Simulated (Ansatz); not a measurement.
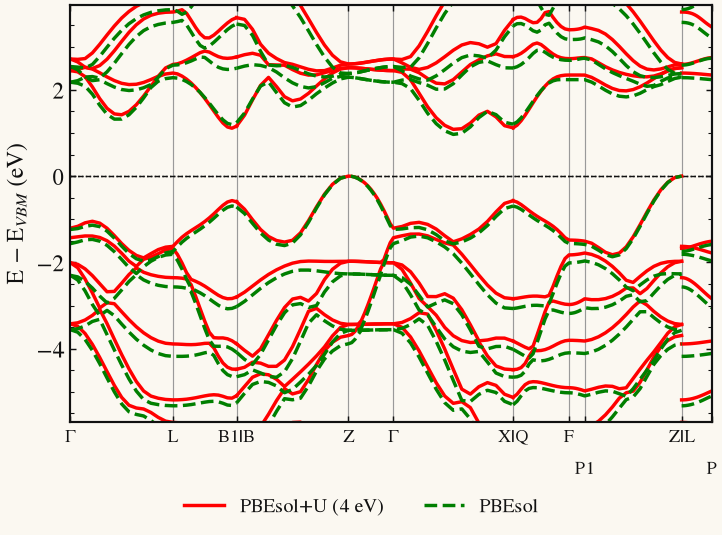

Band structures of WS₂, space group R3m, 3 atoms in the primitive cell (a = 3.158 Å, c = 18.490 Å (hexagonal axes)), by two methods on the same cell. Each is counted from its own valence-band top.

### What changes from one method to the other?

PBEsol+U (4 eV) gives a gap of 1.08 eV along the path and PBEsol gives a gap of 0.97 eV along the path. Over the top 3 filled bands the two differ by 0.16 eV on average.

Settings. PBEsol+U (4 eV): W d U = 4 eV, Ansatz PAW, no spin polarisation, no spin-orbit coupling, 10×10×10 k mesh, 420 eV cutoff, Fermi-Dirac smearing of 0.05 eV (Ansatz). PBEsol: Ansatz PAW, no spin polarisation, no spin-orbit coupling, 10×10×10 k mesh, 420 eV cutoff, Fermi-Dirac smearing of 0.05 eV (Ansatz 0.2.0).

In reduced coordinates of the cell that was run, L is (0.5, 0, 0), B1 is (0.5, 0.181, −0.181), B is (0.819, 0.5, 0.181), Z is (0.5, 0.5, 0.5), X is (0.341, 0, −0.341), Q is (0.659, 0.341, 0), F is (0.5, 0.5, 0), P1 is (0.659, 0.659, 0.181) and P is (0.819, 0.341, 0.341). Spin-orbit coupling is left out, which matters for W. The PAW data sets were made with another functional. LDA, GGA and most meta-GGA functionals understate gaps.
